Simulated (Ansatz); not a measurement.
Consider C$_{32}$O (cell with a defect).

The calculation's input:

```
crystal:
  lattice:
    - [5.6709571555, 0.0, -3.4026574436]
    - [-2.867743478, -4.9298468454, -3.3594911955]
    - [-2.867743478, 4.9298468454, -3.3594911955]
  atoms:
    - { symbol: C, position: [0.4166287368, 0.0416286019, 0.5416286019] }
    - { symbol: C, position: [0.6666287368, 0.7916286019, 0.5416286019] }
    - { symbol: C, position: [0.9166287368, 0.5416286019, 0.5416286019] }
    - { symbol: C, position: [0.4166287368, 0.2916286019, 0.2916286019] }
    - { symbol: C, position: [0.1666287368, 0.2916286019, 0.5416286019] }
    - { symbol: C, position: [0.6666287368, 0.0416286019, 0.2916286019] }
    - { symbol: C, position: [0.9166287368, 0.7916286019, 0.2916286019] }
    - { symbol: C, position: [0.4166287368, 0.5416286019, 0.0416286019] }
    - { symbol: C, position: [0.1666287368, 0.5416286019, 0.2916286019] }
    - { symbol: C, position: [0.6666287368, 0.2916286019, 0.0416286019] }
    - { symbol: C, position: [0.9166287368, 0.0416286019, 0.0416286019] }
    - { symbol: C, position: [0.4166287368, 0.7916286019, 0.7916286019] }
    - { symbol: C, position: [0.1666287368, 0.7916286019, 0.0416286019] }
    - { symbol: C, position: [0.6666287368, 0.5416286019, 0.7916286019] }
    - { symbol: C, position: [0.9166287368, 0.2916286019, 0.7916286019] }
    - { symbol: C, position: [0.1666287368, 0.0416286019, 0.7916286019] }
    - { symbol: C, position: [0.5833712632, 0.9583713981, 0.4583713981] }
    - { symbol: C, position: [0.8333712632, 0.7083713981, 0.4583713981] }
    - { symbol: C, position: [0.0833712632, 0.4583713981, 0.4583713981] }
    - { symbol: C, position: [0.5833712632, 0.2083713981, 0.2083713981] }
    - { symbol: C, position: [0.3333712632, 0.2083713981, 0.4583713981] }
    - { symbol: C, position: [0.8333712632, 0.9583713981, 0.2083713981] }
    - { symbol: C, position: [0.0833712632, 0.7083713981, 0.2083713981] }
    - { symbol: C, position: [0.5833712632, 0.4583713981, 0.9583713981] }
    - { symbol: C, position: [0.3333712632, 0.4583713981, 0.2083713981] }
    - { symbol: C, position: [0.8333712632, 0.2083713981, 0.9583713981] }
    - { symbol: C, position: [0.0833712632, 0.9583713981, 0.9583713981] }
    - { symbol: C, position: [0.5833712632, 0.7083713981, 0.7083713981] }
    - { symbol: C, position: [0.3333712632, 0.7083713981, 0.9583713981] }
    - { symbol: C, position: [0.8333712632, 0.4583713981, 0.7083713981] }
    - { symbol: C, position: [0.0833712632, 0.2083713981, 0.7083713981] }
    - { symbol: C, position: [0.3333712632, 0.9583713981, 0.7083713981] }
    - { symbol: O, position: [0.9148767997, 0.7655615374, 0.7839110392] }
basis:
  ecutwfc: 420
  xc_grid: 2
kpoints:
  mp_grid: { grid: [2, 2, 2], shift: [0.5, 0.5, 0.5] }
hamiltonian:
  xc: pbe
  dispersion: d3bj
scf:
  occupations: { method: gaussian, width: 0.02 }
output:
  forces: true
  stress: false
  eigenvalues: true
  write_density: true
  write_potential: true
  elf: true
  volumetric_format: npy
relax:
  adjacent_minimum: "off"
  f_tol: 0.02
  max_steps: 60
```

Command:

```sh
ansatz run input.yaml --threads 4 --pin off --max-ram 8192MiB --backend cpu --events-out ev --progress --plain --runs-dir out
```

The fields are those of the relaxed geometry.

Computed with DFT PBE+D3(BJ), scalar-relativistic, plane waves, PAW in Ansatz.

> What will maps of the valence pseudo-density and electron localisation function show?

C–O (1.40 Å): ρ at the midpoint is about 2.1 e/Å³; the ELF peaks at about 0.85 between the atoms, as expected for a shared but strongly polarised pair.
C–C (1.42 Å): ρ is about 2 e/Å³ halfway; the ELF peaks at about 0.95 between the atoms: a covalent bond.
C–C (1.48 Å): ρ at the midpoint is about 1.8 e/Å³; the ELF peaks at about 0.95 between the atoms; a covalent bond.

> Metal or insulator at this level of theory?

It is gapped, with a Kohn–Sham gap of 0.58 eV on the k-point mesh, an upper bound to the gap of this method.

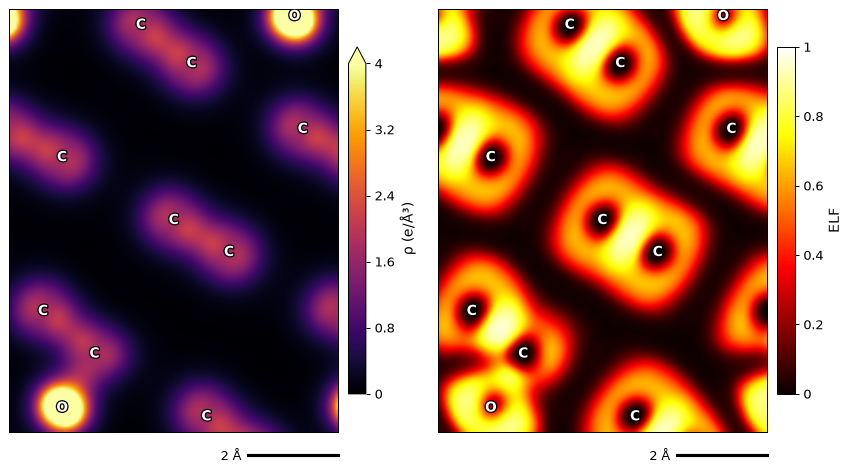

Computed valence pseudo-density and electron localisation function on the (11̄0) plane of the calculation cell, in this order. 

The density is the valence pseudo-density of a PAW calculation; it isn't the true density close to the nuclei.
